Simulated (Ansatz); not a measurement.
# Ta16N (cell with a defect): what the fields show

The calculation's input:

```
crystal:
  lattice:
    - [6.6381247818, 0.0, 0.0]
    - [0.0, 6.6381247818, 0.0]
    - [0.0, 0.0, 6.6381247818]
  atoms:
    - { symbol: Ta, position: [0.0, 0.0, 0.0] }
    - { symbol: Ta, position: [0.5, 0.0, 0.0] }
    - { symbol: Ta, position: [0.0, 0.5, 0.0] }
    - { symbol: Ta, position: [0.0, 0.0, 0.5] }
    - { symbol: Ta, position: [0.25, 0.25, 0.25] }
    - { symbol: Ta, position: [0.5, 0.5, 0.0] }
    - { symbol: Ta, position: [0.5, 0.0, 0.5] }
    - { symbol: Ta, position: [0.75, 0.25, 0.25] }
    - { symbol: Ta, position: [0.0, 0.5, 0.5] }
    - { symbol: Ta, position: [0.25, 0.75, 0.25] }
    - { symbol: Ta, position: [0.25, 0.25, 0.75] }
    - { symbol: Ta, position: [0.5, 0.5, 0.5] }
    - { symbol: Ta, position: [0.75, 0.75, 0.25] }
    - { symbol: Ta, position: [0.75, 0.25, 0.75] }
    - { symbol: Ta, position: [0.25, 0.75, 0.75] }
    - { symbol: Ta, position: [0.75, 0.75, 0.75] }
    - { symbol: "N", position: [0.231384659, 0.1236869758, 0.0039897621] }
basis:
  ecutwfc: 420
  xc_grid: 2
kpoints:
  mp_grid: { grid: [4, 4, 4], shift: [0.5, 0.5, 0.5] }
hamiltonian:
  xc: pbe
scf:
  occupations: { method: gaussian, width: 0.1 }
output:
  forces: true
  stress: false
  eigenvalues: true
  write_density: true
  write_potential: true
  elf: true
  volumetric_format: npy
relax:
  adjacent_minimum: "off"
  f_tol: 0.02
  max_steps: 60
```

Command:

```sh
ansatz run input.yaml --threads 4 --pin off --max-ram 10240MiB --backend cpu --events-out ev --progress --plain --runs-dir out
```

The fields are those of the run's last geometry, not of the input's.

Computed without spin polarisation.

These are results of DFT PBE, scalar-relativistic, plane waves, PAW in Ansatz 0.2.0, not measurements.

Core electrons are frozen (PAW), and the valence fields are smoothed inside the atomic spheres.

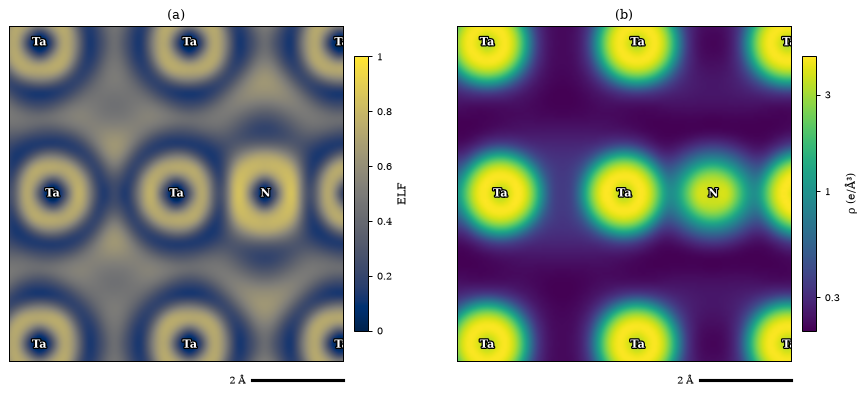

Figure 1. (a) ELF; (b) valence electron density on the (010) plane of the calculation cell.

What does the map show?

Answer. The plane passes through Ta and N nuclei.
Ta–N (1.96 Å): the density is about 1 e/Å³ at the midpoint; the ELF peaks at about 0.85 in the valence shell of N, 0.6 Å from its nucleus, and drops to about 0.25 between the two atoms: no localised pair shows between them.
Ta–Ta (2.72 Å): the density is about 0.35 e/Å³ at the midpoint; the ELF is about 0.20 at the midpoint (no localised pair shows between them).
Between the atoms the lowest density in this plane is 0.21 e/Å³.
The features right at Ta lie inside the PAW spheres, where the map follows smoothed inner orbitals and isn't to be read closely.

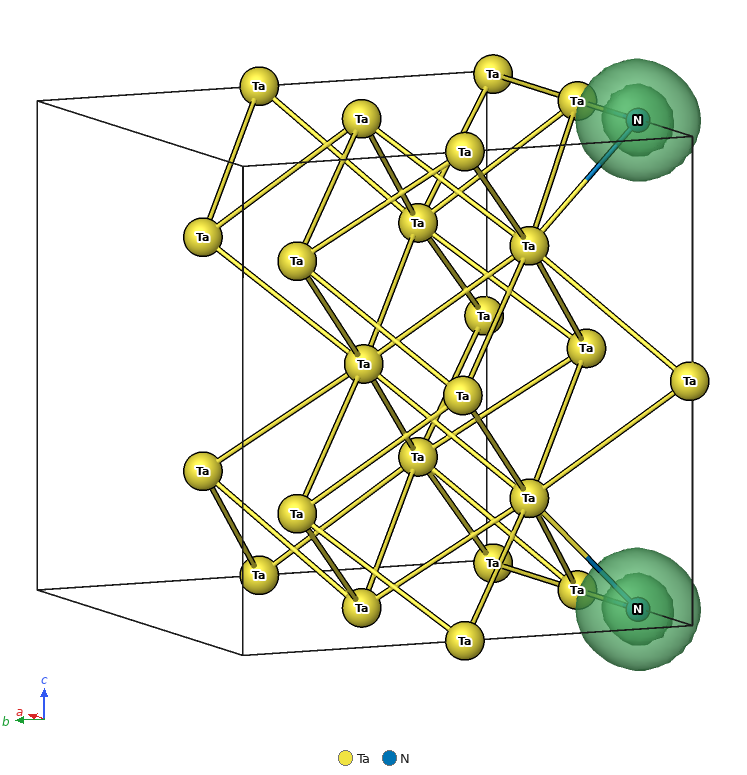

Figure 2. Isosurface of the ELF at 0.7 (green), seen at an oblique angle. Only the valence region is drawn (cores and ρ < 0.01 e/Å³ removed). Sticks mark near contacts.

Identify the bonds, lone pairs and shells in this picture.

Answer. The surface consists of one region wrapped around N (its valence shell), counted in one cell of 17 atoms. Any copies at cell faces, edges or corners count once.

Metal or insulator at this level of theory?

Answer. It is metallic or semimetallic at this level of theory: no gap opens.
